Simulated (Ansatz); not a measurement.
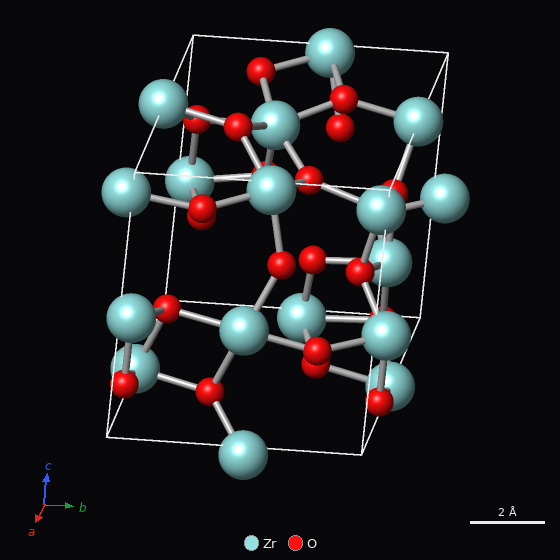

Ball-and-stick drawing of the structure, looking from a general direction. One supercell is framed, with atoms on its boundary repeated. The host is ZrO2, in a cell of 24 sites, and the cell is neutral.

What kind of defect was put in?

A zirconium vacancy. Around the empty site lie six O at about 2.2 to 2.4 Å.

Method used: DFT PBEsol, scalar-relativistic, plane waves, PAW (Ansatz). It ran with a kinetic-energy cutoff of 420 eV, the zone sampled with 2×2×2 points, Gaussian smearing of 0.02 eV, collinear spins.

Is the defect spin-polarised?

Yes, 4.0 μB in the cell.

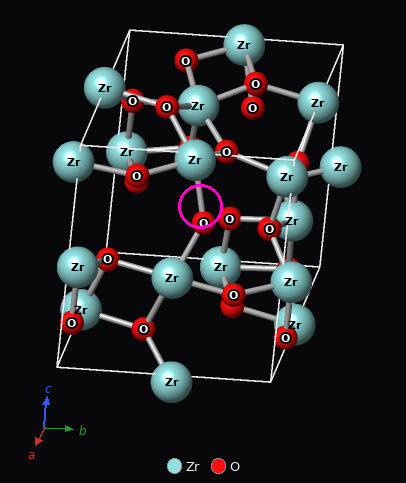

The same cell with a ring at the defect's site.

The atoms were relaxed in the host's cell with DFT PBEsol, scalar-relativistic, plane waves, PAW (Ansatz).
